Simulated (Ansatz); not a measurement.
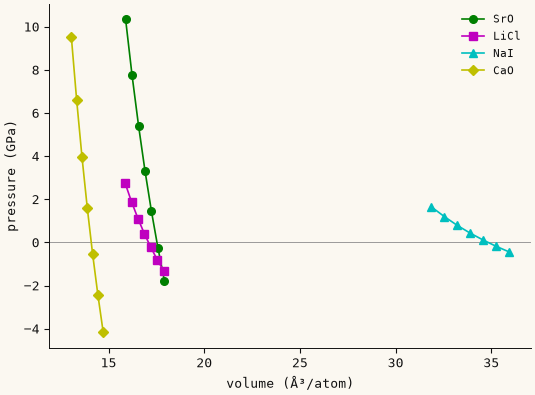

The plot gives the computed pressure against volume, with one curve for each compound, for CaO, LiCl, NaI and SrO (all in space group Fm-3m (No. 225)).

Method: all-electron LAPW DFT, no spin polarisation; energies at scaled volumes of the given cell, shape and fractions fixed, counted from the fit's minimum, third-order Birch-Murnaghan fit (Ansatz 0.2.0). Level: PBE.

occupations Fermi–Dirac; smearing width 0.05 eV; potentials all electron LAPW, scalar relativistic.

Settings that differ: SrO: k mesh 9×9×9; LiCl: k mesh 9×9×9; NaI: k mesh 7×7×7; CaO: k mesh 10×10×10.

Q: Order the curves by fitted equilibrium volume, smallest first.

A: CaO 14.092, LiCl 17.080, SrO 17.525, NaI 34.813 Å³/atom.

Q: Order the curves by fitted bulk modulus, smallest first.

A: NaI 15.1, LiCl 31.7, SrO 84.6, CaO 105.3 GPa.

Q: For SrO: read off the course of the pressure.

A: It falls from 10.35 GPa at volume 15.89 Å³/atom to −1.77 GPa at 17.92 Å³/atom, and changes sign near 17.53 Å³/atom.

Q: For LiCl: what does the pressure do across the range?

A: It falls from 2.76 GPa at volume 15.86 Å³/atom to −1.32 GPa at 17.88 Å³/atom, and changes sign near 17.09 Å³/atom.

Q: For NaI: read off the course of the pressure.

A: It falls from 1.65 GPa at volume 31.86 Å³/atom to −0.44 GPa at 35.93 Å³/atom, and changes sign near 34.83 Å³/atom.
